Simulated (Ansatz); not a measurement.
## Single-point calculation, with input and output: Ge₁₃Si₃ (part 1 of 2)

- system: Ge₁₃Si₃ (Cm, 16 atoms in the cell)
- method: DFT HSE06, scalar-relativistic, plane waves, PAW, no spin polarisation (Ansatz 0.2.0)

The structure was built on a prototype by a generator; it need not be a known phase. Figures and captions count atoms from 1; the log counts them from 0 in places.

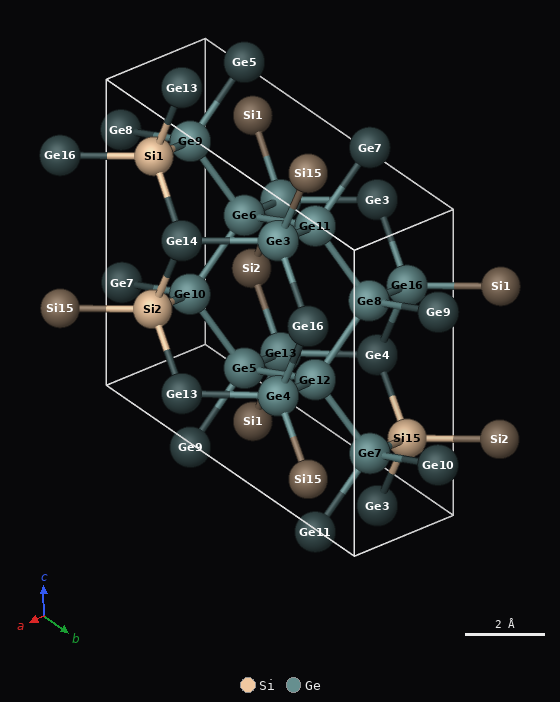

The structure as given in the input (ball-and-stick view of the cell of the calculation, seen slightly off an axis; neighbours outside the cell are drawn fainter; atoms are numbered from 1 in the order of the input).

Key numbers

```tsv
quantity	value
outcome	converged
space group (tolerance 0.01 Å)	Cm (8)
electrons treated	194
free energy	−57753.8368 eV
Fermi energy	8.359 eV
gap on the k-point mesh	0.63 eV
gap on the band path	0.63 eV
hardware	4 threads of Intel Xeon @ 2.70GHz, 189 GiB of memory available, shared host
wall time	2.6 min (CPU time 9 min)
peak memory	4.6 GiB
```

Input file
```yaml
crystal:
  lattice:
    - [-0.000251976, -0.0001454784, -6.5365735318]
    - [-3.9585632011, -6.8580450801, -0.0003052699]
    - [-3.9599596591, 6.8588513255, 0.0]
  atoms:
    - { symbol: Si, position: [0.9385548085, 0.166938764, 0.833469382] }
    - { symbol: Si, position: [0.9389369238, 0.1624049061, 0.3312024531] }
    - { symbol: Ge, position: [0.9380437221, 0.6687350967, 0.8378688083] }
    - { symbol: Ge, position: [0.9380437221, 0.6687350967, 0.3308662884] }
    - { symbol: Ge, position: [0.4379092866, 0.3319550768, 0.1662030914] }
    - { symbol: Ge, position: [0.4379092866, 0.3319550768, 0.6657519853] }
    - { symbol: Ge, position: [0.4296387567, 0.8350067872, 0.1675033936] }
    - { symbol: Ge, position: [0.4374874566, 0.8345986472, 0.6672993236] }
    - { symbol: Ge, position: [0.5696066476, 0.1670230782, 0.8335115391] }
    - { symbol: Ge, position: [0.5691076389, 0.165405081, 0.3327025405] }
    - { symbol: Ge, position: [0.5612128022, 0.6671680082, 0.8347419387] }
    - { symbol: Ge, position: [0.5612128022, 0.6671680082, 0.3324260695] }
    - { symbol: Ge, position: [0.0605795921, 0.328655972, 0.1644739323] }
    - { symbol: Ge, position: [0.0605795921, 0.328655972, 0.6641820397] }
    - { symbol: Si, position: [0.0601464167, 0.83782388, 0.16891194] }
    - { symbol: Ge, position: [0.0610305452, 0.8377705491, 0.6688852745] }
basis:
  ecutwfc: 420
kpoints:
  mp_grid: { grid: [2, 2, 2] }
  band_path: { path: [[0.0, 0.0, 0.0], [0.05, 0.0, 0.0]], npoints: 1 }
hamiltonian:
  xc: hse06
scf:
  occupations: { method: gaussian, width: 0.1 }
  n_extra_bands: 11
output:
  eigenvalues: true
  write_density: true
  write_potential: true
  elf: true
  volumetric_format: npy
```

Launch command:
```bash
ansatz run input.yaml --threads 4 --pin off --max-ram 10240MiB --backend cpu --events-out ev --progress --plain --runs-dir out
```

Output
```
scf.n_extra_bands = 11 over 97 filled bands (N_el = 194.0): the run solves 108 bands
Engine: ansatz 0.2.0, x86_64-unknown-linux-gnu
Pseudopotentials: kind: paw
Pseudopotential: Si, paw, valence charge 4, recommended cutoff 420 eV (normal), Si.paw.azcp
Pseudopotential: Ge, paw, valence charge 14, recommended cutoff 420 eV (normal), Ge.paw.azcp
Functional definition: HSE06
  parameter a = 0.25
  parameter omega = 0.11/bohr
  exchange = pbe_x - a*pbe_x_sr(omega) + a*exact_x_sr(omega)
  correlation = pbe_c
Crystal: 16 atoms, lattice volume = 354.993 Å³
Basis set: ecut = 420 eV, 6939 PW (Γ)
Bands: 108, of which v1, the nominal top of the filled ones, is band 97 counted from 1 (96 counted from 0)
Symmetry: 2 space group operations
Space group: Cm (ITA 8), of the structure as read, at distance tolerance 7.1e-5 Å
k-points: 6 of 8
Non-local potential: Si, projectors of the file, l = 0: 2, l = 1: 2, l = 2: 2
Non-local potential: Ge, projectors of the file, l = 0: 2, l = 1: 2, l = 2: 3, l = 3: 1
PAW form: soft (Blöchl's): semilocal exchange-correlation on the pseudo side does not see the compensation charge
PAW frozen core: Si, regenerated for the run's functional, and the local potential with it (the file was generated under x = pbe(κ = 0.804, μ = 0.2195149727645171), c = pbe(β = 0.06672455060314922))
PAW frozen core: Ge, regenerated for the run's functional, and the local potential with it (the file was generated under x = pbe(κ = 0.804, μ = 0.2195149727645171), c = pbe(β = 0.06672455060314922))
PAW one-centre angular grid: Si, 110 points (default); XC on 64 Gauss nodes
PAW one-centre angular grid: Ge, 590 points (default); XC on 64 Gauss nodes
Initial density: superposition of atomic densities (neutral atoms: chi_scale 0, normalization atom), corrected by the library's trained network
Initial wavefunctions: pseudopotential atomic-orbital guess
Functional: x = pbe(κ = 0.804, μ = 0.2195149727645171), c = pbe(β = 0.06672455060314922), warm-up for x = pbe(κ = 0.804, μ = 0.2195149727645171) + 0.25 (exact − pbe) at short range (hse, ω = 0.20786987370883472 Å⁻¹), c = pbe(β = 0.06672455060314922); HSE06 as pw.x's `hse` composes it (authors' and Libxc's form: `xc: wpbeh`)
SCF iter   1: F=—  HF=-57740.788371 eV  |F-HF|=—  |Δ(HF+E_count)|=         —  Δρ=1.77e-3  dr2=1.09e-2  ethr=1.77e-3  ⟨swp⟩=7.2  Hψ=2490  notcnv=0
preconditioner: auto → none  [insulator: Δε(μ)=0.236 eV  Ē_g=20.303 eV  σ=0.100 eV  W_gap=0.60  n_scr=82 (ndim 8)  ℏωp=27.5 eV  f_vac=0.046  D(μ)=3.82/eV (n_scr^D=20)]
SCF iter   2: F=—  HF=-57740.791131 eV  |F-HF|=—  |Δ(HF+E_count)|=   2.76e-3  Δρ=8.05e-4  dr2=2.46e-3  ethr=5.64e-6  ⟨swp⟩=4.0  Hψ=1838  notcnv=0
SCF iter   3: F=—  HF=-57740.791537 eV  |F-HF|=—  |Δ(HF+E_count)|=   4.06e-4  Δρ=3.55e-4  dr2=9.44e-4  ethr=1.27e-6  ⟨swp⟩=4.0  Hψ=1415  notcnv=0
SCF iter   4: F=—  HF=-57740.791566 eV  |F-HF|=—  |Δ(HF+E_count)|=   2.91e-5  Δρ=1.04e-4  dr2=1.67e-4  ethr=4.86e-7  ⟨swp⟩=4.3  Hψ=1418  notcnv=0
iter 5 solved again at ethr=4.15e-9 eV; its pass at ethr=8.63e-8 eV (dr2=8.05e-6 eV) is discarded
SCF iter   5: F=—  HF=-57740.791548 eV  |F-HF|=—  |Δ(HF+E_count)|=   1.79e-5  Δρ=4.40e-5  dr2=9.03e-6  ethr=4.15e-9  ⟨swp⟩=4.0  Hψ=3019  notcnv=0
SCF iter   6: F=—  HF=-57740.791552 eV  |F-HF|=—  |Δ(HF+E_count)|=   4.13e-6  Δρ=1.92e-5  dr2=1.64e-6  ethr=4.15e-9  ⟨swp⟩=4.0  Hψ=1466  notcnv=0
SCF iter   7: F=—  HF=-57740.791553 eV  |F-HF|=—  |Δ(HF+E_count)|=   1.03e-6  Δρ=6.49e-6  dr2=3.74e-7  ethr=8.47e-10  ⟨swp⟩=4.0  Hψ=1492  notcnv=0
SCF iter   8: F=—  HF=-57740.791553 eV  |F-HF|=—  |Δ(HF+E_count)|=   7.74e-8  Δρ=2.47e-6  dr2=5.57e-8  ethr=1.93e-10  ⟨swp⟩=4.0  Hψ=1437  notcnv=0
SCF iter   9: F=—  HF=-57740.791553 eV  |F-HF|=—  |Δ(HF+E_count)|=   6.36e-9  Δρ=1.14e-6  dr2=3.76e-9  ethr=2.87e-11  ⟨swp⟩=3.5  Hψ=1385  notcnv=0
SCF iter  10: F=-57740.791553 eV  HF=-57740.791553 eV  |F-HF|=8.73e-11  |Δ(HF+E_count)|=   5.91e-9  Δρ=4.39e-7  dr2=6.97e-10  ethr=1.94e-12  ⟨swp⟩=4.0  Hψ=1884  notcnv=0
SCF 1 converged in 10 iterations: F = -57740.791553 eV  dr2 = 6.97e-10
  greatest PAW one-centre occupation: 0.998 electrons in one spin orbital (limit 2), on the Ge atom at site 11 (counted from 0), in its partial waves of l = 2
Initial density: handed on by an earlier stage of this run
Initial wavefunctions: those handed on with the density
Functional: x = pbe(κ = 0.804, μ = 0.2195149727645171) + 0.25 (exact − pbe) at short range (hse, ω = 0.20786987370883472 Å⁻¹), c = pbe(β = 0.06672455060314922); HSE06 as pw.x's `hse` composes it (authors' and Libxc's form: `xc: wpbeh`)
Exchange kernel: α = 0.2500, screened, ω = 0.2079 Å⁻¹, Wigner–Seitz truncation, v(0) = 1020.3144 eV·Å³, q-mesh 2×2×2, nearest image of the exchange supercell L = 13.07 Å, pair-density grid 30×36×36, without the augmentation charges, whose exchange is taken in its separable form by FFT convolution over the k-point mesh (sized by the pseudopotential files, 45×48×48 at the most), smooth part of the exact exchange by density-matrix convolution
Frozen-core exchange: fock
iter 1 solved again at ethr=4.39e-5 eV; its pass at ethr=1.00e-1 eV (dr2=8.52e-2 eV) is discarded
SCF iter   1: F=—  HF=-57753.874216 eV  |F-HF|=—  |Δ(HF+E_count)|=         —  Δρ=1.15e-2  dr2=1.56e-1  ethr=4.39e-5  ⟨swp⟩=5.0  Hψ=3872  notcnv=0
eigensolver tolerance schedule calibrated: the retry pair's looser diagonalisation under-reported the residual by θ = 0.43 (0.13/decade); ethr = c·dr2/N_el runs at the constant in force after the calibration composes with the one it found (an armed cap, an earlier calibration), c = 6.2e-2
preconditioner: auto → none  [insulator: Δε(μ)=0.472 eV  Ē_g=8.718 eV  σ=0.100 eV  W_gap=1.00  n_scr=82 (ndim 8)  ℏωp=15.8 eV  f_vac=0.048  D(μ)=0.01/eV (n_scr^D=0)]
SCF iter   2: F=—  HF=-57753.829800 eV  |F-HF|=—  |Δ(HF+E_count)|=   4.44e-2  Δρ=4.55e-3  dr2=2.47e-2  ethr=4.39e-5  ⟨swp⟩=4.0  Hψ=1949  notcnv=0
SCF iter   3: F=—  HF=-57753.834307 eV  |F-HF|=—  |Δ(HF+E_count)|=   4.51e-3  Δρ=1.52e-3  dr2=4.22e-3  ethr=7.71e-6  ⟨swp⟩=3.0  Hψ=1743  notcnv=0
SCF iter   4: F=—  HF=-57753.834504 eV  |F-HF|=—  |Δ(HF+E_count)|=   1.97e-4  Δρ=7.03e-4  dr2=3.99e-3  ethr=1.32e-6  ⟨swp⟩=4.0  Hψ=1913  notcnv=0
SCF iter   5: F=—  HF=-57753.833271 eV  |F-HF|=—  |Δ(HF+E_count)|=   1.23e-3  Δρ=1.87e-4  dr2=1.04e-4  ethr=1.24e-6  ⟨swp⟩=4.0  Hψ=1400  notcnv=0
SCF iter   6: F=-57753.833204 eV  HF=-57753.833208 eV  |F-HF|=3.51e-6  |Δ(HF+E_count)|=   6.29e-5  Δρ=2.78e-5  dr2=4.54e-6  ethr=3.21e-8  ⟨swp⟩=4.2  Hψ=1910  notcnv=0  defer=1
SCF 2 stopped early in 6 iterations: F = -57753.833204 eV  dr2 = 4.54e-6
  greatest PAW one-centre occupation: 0.998 electrons in one spin orbital (limit 2), on the Ge atom at site 10 (counted from 0), in its partial waves of l = 2
hybrid outer 1: dexx = +1.014e-1 eV, tail = 4.74e-4 eV
Exchange kernel: α = 0.2500, screened, ω = 0.2079 Å⁻¹, Wigner–Seitz truncation, v(0) = 1020.3144 eV·Å³, q-mesh 2×2×2, nearest image of the exchange supercell L = 13.07 Å, pair-density grid 30×36×36, without the augmentation charges, whose exchange is taken in its separable form by FFT convolution over the k-point mesh (sized by the pseudopotential files, 45×48×48 at the most), smooth part of the exact exchange by density-matrix convolution
Frozen-core exchange: fock
SCF iter   1: F=—  HF=-57753.836821 eV  |F-HF|=—  |Δ(HF+E_count)|=         —  Δρ=7.91e-5  dr2=9.61e-6  ethr=1.22e-6  ⟨swp⟩=5.7  Hψ=1417  notcnv=0
preconditioner: auto → none  [insulator: Δε(μ)=0.632 eV  Ē_g=23.257 eV  σ=0.100 eV  W_gap=1.00  n_scr=82 (ndim 8)  ℏωp=27.5 eV  f_vac=0.049  D(μ)=0.00/eV (n_scr^D=0)]
SCF iter   2: F=—  HF=-57753.836832 eV  |F-HF|=—  |Δ(HF+E_count)|=   1.03e-5  Δρ=2.81e-5  dr2=1.46e-6  ethr=4.79e-9  ⟨swp⟩=4.3  Hψ=2337  notcnv=0
SCF iter   3: F=—  HF=-57753.836832 eV  |F-HF|=—  |Δ(HF+E_count)|=   4.74e-7  Δρ=1.91e-5  dr2=5.03e-7  ethr=7.06e-10  ⟨swp⟩=4.5  Hψ=1411  notcnv=0  defer=2
SCF iter   4: F=—  HF=-57753.836832 eV  |F-HF|=—  |Δ(HF+E_count)|=   1.50e-7  Δρ=7.16e-6  dr2=5.82e-7  ethr=2.56e-10  ⟨swp⟩=4.7  Hψ=1934  notcnv=0  defer=3
iter 5 solved again at ethr=1.47e-11 eV; its pass at ethr=2.56e-10 eV (dr2=2.85e-8 eV) is discarded
SCF iter   5: F=-57753.836832 eV  HF=-57753.836832 eV  |F-HF|=8.39e-8  |Δ(HF+E_count)|=   2.25e-7  Δρ=3.25e-6  dr2=3.20e-8  ethr=1.47e-11  ⟨swp⟩=3.8  Hψ=2817  notcnv=0  defer=3
SCF 3 converged in 5 iterations: F = -57753.836832 eV  dr2 = 3.20e-8
```

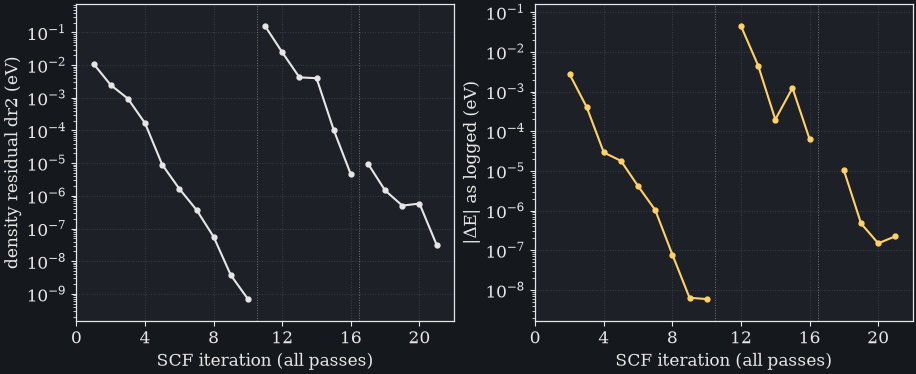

Convergence of the self-consistent field: density residual dr2 and size of the energy change against the SCF iteration. The run starts with a semilocal functional; after that each stretch between dotted lines is one SCF of the hybrid functional between two exact rebuilds of the exchange operator by the outer loop. Early passes are stopped at a loose threshold. The passes take 10, 6 and 5 iterations.

```
hybrid outer 2: dexx = +4.844e-6 eV, tail = 3.37e-7 eV, Δε = 3.79e-3 eV (about 1.65e-4 eV left of the loop's levels)
NSCF: frozen V_eff on 2 k-points
hybrid SCF converged: 2 outer / 11 inner (+10 warm-up), last move |dexx| = 4.84e-6 eV, tail = 3.37e-7 eV
Stability not checked: this state was not tested for a lower state beside it, because the functional holds exact exchange (a hybrid, or Hartree-Fock), whose exchange loop this test does not read (fock_operator; see scf.lower_state_search)
Free energy (F): -57753.836832 eV
Frozen-core exchange: fock
Harris-Foulkes:  -57753.836832 eV  (|F-HF|=8.38e-8)
Internal energy: -57753.836832 eV  (E = F + TS)
E sigma→0 (E₀):  -57753.836832 eV
Entropy (-TS):   -0.000001 eV (-0.000 meV/atom)
Fermi energy:    8.358833 eV
```
